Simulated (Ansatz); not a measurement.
# What a change does: single-point calculation on Al$_{2}$O$_{3}$

System: Al$_{2}$O$_{3}$ (5 atoms in the cell).
Method of run 1: DFT r2SCAN, scalar-relativistic, plane waves, PAW, no spin polarisation (Ansatz 0.2.0).

The structure derives from a Materials Project entry. Text and figures count atoms from 1; the logs count them from 0 in places.

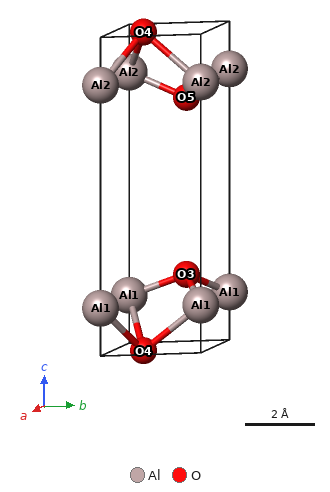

Fig. 1: The input geometry (ball-and-stick view of the cell of the calculation, seen slightly off an axis; atoms are numbered from 1 in the order of the input). Near neighbours in the crystal (not all of them lie inside the picture): Al has 6 O at 1.86 to 2.23 Å; O has 3 Al at 1.86 Å; O has 6 Al at 2.23 Å.

Input, run 1:
```yaml
crystal:
  lattice:
    - [2.9996979462, 0.0, 0.0]
    - [-1.4998489731, 2.5978146251, 0.0]
    - [0.0, 0.0, 9.33675446]
  atoms:
    - { symbol: Al, position: [0.0, 0.0, 0.14999233] }
    - { symbol: Al, position: [0.0, 0.0, 0.85000767] }
    - { symbol: O, position: [0.3333333333, 0.6666666667, 0.22231692] }
    - { symbol: O, position: [0.6666666667, 0.3333333333, 0.0] }
    - { symbol: O, position: [0.3333333333, 0.6666666667, 0.77768308] }
basis:
  ecutwfc: 500
kpoints:
  mp_grid: { grid: [12, 12, 4] }
hamiltonian:
  xc: r2scan
scf:
  occupations: { method: gaussian, width: 0.05 }
output:
  forces: true
  stress: true
  eigenvalues: true
```

Launched with:
```bash
ansatz run input.yaml --threads 1 --pin off --max-ram 2560MiB --backend cpu --events-out ev --progress --plain --runs-dir out
```

Hardware: 1 thread of Oxide Virtual Turin-like (Zen 5), 32 GiB of memory available, shared host.

Output, shortened to warnings, some set-up lines, iterations and results (run 1):
```
Basis set: ecut = 500 eV, 1907 PW (Γ), exchange–correlation on 96×96×288 points (64 copies of the dense FFT grid, shifted against one another)
Symmetry: 12 space group operations
k-points: 57 of 576 (time reversal used)
Initial density: superposition of atomic densities (neutral atoms: chi_scale 0, normalization atom), corrected by the library's trained network
[...]
SCF iter   1: F=—  HF=-2793.355869 eV  |F-HF|=—  |Δ(HF+E_count)|=         —  Δρ=7.73e-3  dr2=6.28e-2  dr2_τ=2.33e-1  ethr=1.77e-3  ⟨swp⟩=8.1  Hψ=6806  notcnv=0
SCF iter   2: F=—  HF=-2793.548507 eV  |F-HF|=—  |Δ(HF+E_count)|=   1.93e-1  Δρ=5.79e-3  dr2=1.30e-2  dr2_τ=2.34e-3  ethr=2.62e-4  ⟨swp⟩=3.0  Hψ=2531  notcnv=0  defer=57
SCF iter   3: F=—  HF=-2793.548940 eV  |F-HF|=—  |Δ(HF+E_count)|=   4.32e-4  Δρ=2.76e-3  dr2=3.97e-3  dr2_τ=5.27e-4  ethr=5.42e-5  ⟨swp⟩=3.7  Hψ=2243  notcnv=0
SCF iter   4: F=—  HF=-2793.549538 eV  |F-HF|=—  |Δ(HF+E_count)|=   5.98e-4  Δρ=9.00e-4  dr2=5.16e-4  dr2_τ=9.14e-5  ethr=1.65e-5  ⟨swp⟩=3.3  Hψ=1961  notcnv=0
SCF iter   5: F=—  HF=-2793.549543 eV  |F-HF|=—  |Δ(HF+E_count)|=   4.91e-6  Δρ=1.99e-4  dr2=1.41e-5  dr2_τ=2.18e-6  ethr=2.15e-6  ⟨swp⟩=2.2  Hψ=1688  notcnv=0
SCF iter   6: F=—  HF=-2793.549551 eV  |F-HF|=—  |Δ(HF+E_count)|=   8.06e-6  Δρ=6.66e-5  dr2=2.46e-6  dr2_τ=2.18e-7  ethr=5.86e-8  ⟨swp⟩=2.8  Hψ=1919  notcnv=0
SCF iter   7: F=—  HF=-2793.549553 eV  |F-HF|=—  |Δ(HF+E_count)|=   2.22e-6  Δρ=1.70e-5  dr2=1.47e-7  dr2_τ=7.11e-9  ethr=1.03e-8  ⟨swp⟩=2.1  Hψ=1482  notcnv=0
SCF iter   8: F=-2793.549553 eV  HF=-2793.549553 eV  |F-HF|=1.55e-9  |Δ(HF+E_count)|=   1.80e-7  Δρ=1.73e-6  dr2=1.22e-9  dr2_τ=2.08e-10  ethr=4.17e-10  ⟨swp⟩=8.2  Hψ=4964  …
SCF 1 converged in 8 iterations: F = -2793.549553 eV  dr2 = 1.22e-9
SCF converged after 8 iterations
Free energy (F): -2793.549553 eV
Harris-Foulkes:  -2793.549553 eV  (|F-HF|=1.55e-9)
Internal energy: -2793.549553 eV  (E = F + TS)
E sigma→0 (E₀):  -2793.549553 eV
Fermi energy:    3.361689 eV
--- Per-component energies (eV) ---
  E_band       = -124.827408
  E_kinetic    = 581.252946
  E_local      = -2511.904310  (includes V_loc(G=0)·N_el)
  E_nonlocal   = 157.538476
  E_hartree    = 1062.836541
  E_xc         = -296.151691
  E_vxc        = -384.294180  (∫ρ·V_xc dr)
  E_paw        = -1425.760959  (= ΣΔE_a)
  E_vpaw       = -117.346216  (= ΣTr[D̂ρ^β])
  E_aug_tail   = 0.003204  (compensation charges beyond the density's cutoff)
  E_vtau       = 24.249704  (kinetic-family band-sum trace: ∫τ·v_τ [+ j·A + Jᵃ·Aᵃ] dr)
  E_ewald      = -361.147721
  E_core_change = -0.216039  (= ΣΔE_core)
  E_smearing   = -0.000000  (= −TS)
  E_closure    = 0.000000  (closes the sum)
  Σ components = -2793.549553   (vs F -2793.549553, Δ=0.00e0)
--- Forces (eV/Å), atoms counted from 1 ---
  atom   1  Al    -0.00000000    -0.00000000     0.82393366
  atom   2  Al    -0.00000000    -0.00000000    -0.82393366
  atom   3  O      0.00000000     0.00000000    -1.09156802
  atom   4  O     -0.00000000    -0.00000000     0.00000000
  atom   5  O      0.00000000     0.00000000     1.09156802
  max |Σ_I F_I| component: 4.63e-16 eV/Å
--- Stress (GPa, compression-positive) ---
      -20.345580      -0.000000       0.000000
       -0.000000     -20.345580       0.000000
        0.000000       0.000000      -4.932126
  P = ⅓ Tr σ = -15.2078 GPa (-152.078 kbar)
```

The input of run 2 differs as follows (lines with − go, lines with + come):
```diff
-    - [0.0, 0.0, 9.33675446]
+    - [0.0, 0.0, 8.9632842816]
```

How does run 2 compare with run 1?

With the same functional and potentials, run 2 lies 4.4 meV per atom lower. The gap on the mesh goes from 4.55 to 4.45 eV. The pressure goes from −15.21 to −12.49 GPa. The largest force goes from 1.092 to 1.328 eV/Å. The volume per atom goes from 14.55 to 13.97 Å³. The number of SCF iterations is the same. The plane waves at Γ go from 1907 to 1809.

Output, shortened to warnings, some set-up lines, iterations and results (run 2):
```
Basis set: ecut = 500 eV, 1809 PW (Γ), exchange–correlation on 96×96×288 points (64 copies of the dense FFT grid, shifted against one another)
Symmetry: 12 space group operations
k-points: 57 of 576 (time reversal used)
Initial density: superposition of atomic densities (neutral atoms: chi_scale 0, normalization atom), corrected by the library's trained network
[...]
SCF iter   1: F=—  HF=-2793.364155 eV  |F-HF|=—  |Δ(HF+E_count)|=         —  Δρ=8.00e-3  dr2=6.40e-2  dr2_τ=2.49e-1  ethr=1.77e-3  ⟨swp⟩=8.2  Hψ=6806  notcnv=0
SCF iter   2: F=—  HF=-2793.570922 eV  |F-HF|=—  |Δ(HF+E_count)|=   2.07e-1  Δρ=6.10e-3  dr2=1.42e-2  dr2_τ=2.51e-3  ethr=2.67e-4  ⟨swp⟩=3.0  Hψ=2536  notcnv=0  defer=57
SCF iter   3: F=—  HF=-2793.571256 eV  |F-HF|=—  |Δ(HF+E_count)|=   3.34e-4  Δρ=2.87e-3  dr2=3.80e-3  dr2_τ=5.37e-4  ethr=5.90e-5  ⟨swp⟩=3.8  Hψ=2259  notcnv=0
SCF iter   4: F=—  HF=-2793.571503 eV  |F-HF|=—  |Δ(HF+E_count)|=   2.47e-4  Δρ=8.98e-4  dr2=4.59e-4  dr2_τ=7.70e-5  ethr=1.58e-5  ⟨swp⟩=2.9  Hψ=1747  notcnv=0
SCF iter   5: F=—  HF=-2793.571551 eV  |F-HF|=—  |Δ(HF+E_count)|=   4.83e-5  Δρ=2.23e-4  dr2=1.55e-5  dr2_τ=3.25e-6  ethr=1.91e-6  ⟨swp⟩=2.0  Hψ=1682  notcnv=0
SCF iter   6: F=—  HF=-2793.571557 eV  |F-HF|=—  |Δ(HF+E_count)|=   5.71e-6  Δρ=6.99e-5  dr2=2.07e-6  dr2_τ=2.24e-7  ethr=6.45e-8  ⟨swp⟩=2.9  Hψ=1982  notcnv=0
SCF iter   7: F=—  HF=-2793.571560 eV  |F-HF|=—  |Δ(HF+E_count)|=   2.53e-6  Δρ=2.44e-5  dr2=3.42e-7  dr2_τ=1.27e-8  ethr=8.62e-9  ⟨swp⟩=2.0  Hψ=1388  notcnv=0
SCF iter   8: F=-2793.571560 eV  HF=-2793.571560 eV  |F-HF|=3.09e-9  |Δ(HF+E_count)|=   2.35e-7  Δρ=3.05e-6  dr2=4.51e-9  dr2_τ=4.21e-10  ethr=4.17e-10  ⟨swp⟩=8.3  Hψ=5023  …
SCF 1 converged in 8 iterations: F = -2793.571560 eV  dr2 = 4.51e-9
SCF converged after 8 iterations
Free energy (F): -2793.571560 eV
Harris-Foulkes:  -2793.571560 eV  (|F-HF|=3.09e-9)
Internal energy: -2793.571560 eV  (E = F + TS)
E sigma→0 (E₀):  -2793.571560 eV
Fermi energy:    3.763042 eV
--- Per-component energies (eV) ---
  E_band       = -117.784116
  E_kinetic    = 583.860879
  E_local      = -2424.090389  (includes V_loc(G=0)·N_el)
  E_nonlocal   = 157.989846
  E_hartree    = 1021.657864
  E_xc         = -296.857435
  E_vxc        = -385.177623  (∫ρ·V_xc dr)
  E_paw        = -1426.236874  (= ΣΔE_a)
  E_vpaw       = -117.904190  (= ΣTr[D̂ρ^β])
  E_aug_tail   = 0.003016  (compensation charges beyond the density's cutoff)
  E_vtau       = 24.219175  (kinetic-family band-sum trace: ∫τ·v_τ [+ j·A + Jᵃ·Aᵃ] dr)
  E_ewald      = -409.682428
  E_core_change = -0.216039  (= ΣΔE_core)
  E_smearing   = -0.000000  (= −TS)
  E_closure    = -0.000000  (closes the sum)
  Σ components = -2793.571560   (vs F -2793.571560, Δ=0.00e0)
--- Forces (eV/Å), atoms counted from 1 ---
  atom   1  Al    -0.00000000    -0.00000000     1.32760624
  atom   2  Al    -0.00000000    -0.00000000    -1.32760624
  atom   3  O     -0.00000000     0.00000000    -0.59487986
  atom   4  O      0.00000000    -0.00000000     0.00000000
  atom   5  O     -0.00000000     0.00000000     0.59487986
  max |Σ_I F_I| component: 9.25e-17 eV/Å
--- Stress (GPa, compression-positive) ---
      -20.077538       0.000000       0.000000
        0.000000     -20.077538       0.000000
        0.000000       0.000000       2.694944
  P = ⅓ Tr σ = -12.4867 GPa (-124.867 kbar)
```

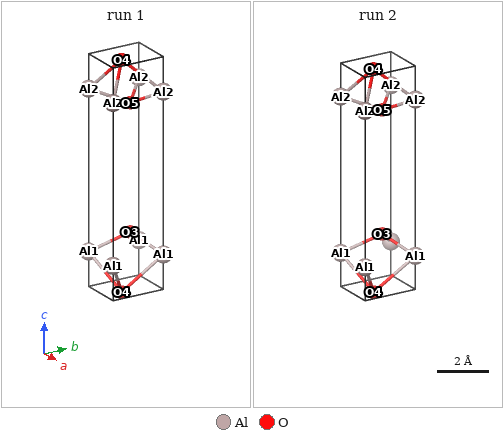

Fig. 2: The two input geometries at one scale (ball-and-stick view of the cell of the calculation, seen slightly off an axis). No atom moves by more than 0.005 Å relative to the cell. Cell: a = b stay at 3.000 Å, c 9.337 → 8.963 Å (−4.0 %). Volume −4.0 %. Among the contacts that change: Al1–O4 2.227 → 2.192 Å, Al1–O3 1.859 → 1.849 Å.

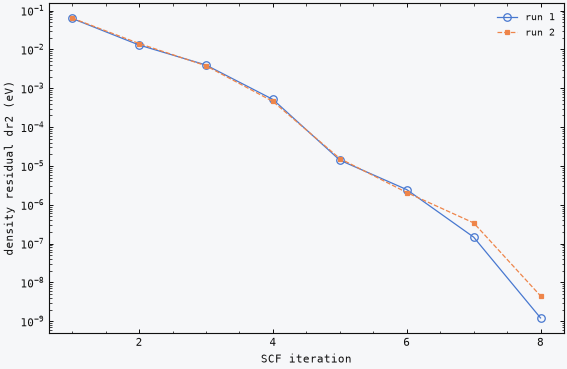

Fig. 3: Convergence of the two runs: density residual dr2 against the SCF iteration. Run 1 takes 8 iterations in all, and run 2 takes 8.

The two runs side by side:

| quantity | run 1 | run 2 |
| --- | --- | --- |
| outcome | converged | converged |
| free energy per atom (eV) | −558.7099 | −558.7143 |
| gap on the mesh (eV) | 4.55 | 4.45 |
| pressure (GPa) | −15.21 | −12.49 |
| volume per atom (Å³) | 14.55 | 13.97 |
| largest force (eV/Å) | 1.092 | 1.328 |
| SCF iterations | 8 | 8 |
| irreducible k-points | 57 | 57 |
| plane waves at Γ | 1907 | 1809 |
| wall time (shared host) | 16 s | 17 s |
